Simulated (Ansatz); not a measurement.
System: rocksalt KBr, space group Fm-3m, 2 atoms in the primitive cell. The cell is scaled uniformly. Method: PBE with D3(BJ) dispersion, Ansatz PAW, no spin polarisation, no spin-orbit coupling, 7×7×7 k mesh, 420 eV cutoff, Fermi-Dirac smearing of 0.05 eV (Ansatz 0.2.0).

At 35.94 Å³/atom the lowest conduction level lies 4.44 eV (Γ) above the valence top at Γ.

Question: How does this level move from 33.78 Å³/atom to 38.09 Å³/atom?

Answer: Γ falls by 0.33 eV. A straight line against ln V has a slope of −2.7 eV at Γ.

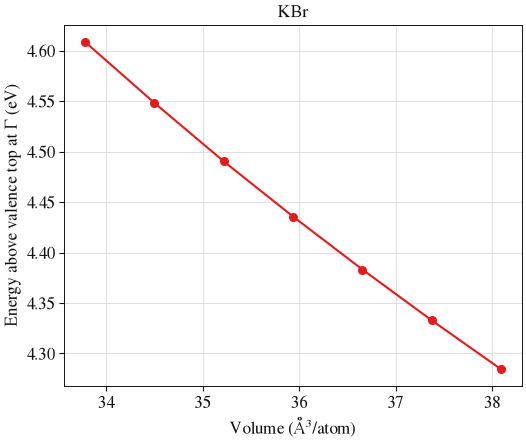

Lowest conduction level at Γ, counted from the valence-band top at Γ.

| volume | Γ (eV) | pressure (GPa) |
| --- | --- | --- |
| 33.78 Å³/atom | 4.61 | 0.8 |
| 34.50 Å³/atom | 4.55 | 0.4 |
| 35.22 Å³/atom | 4.49 | 0.1 |
| 35.94 Å³/atom | 4.44 | −0.2 |
| 36.66 Å³/atom | 4.38 | −0.5 |
| 37.37 Å³/atom | 4.33 | −0.8 |
| 38.09 Å³/atom | 4.28 | −1.0 |

Spin-orbit coupling is left out, which matters for Br. LDA, GGA and most meta-GGA functionals understate gaps. A mesh with an odd division misses points of the zone boundary, where a smaller gap can lie.
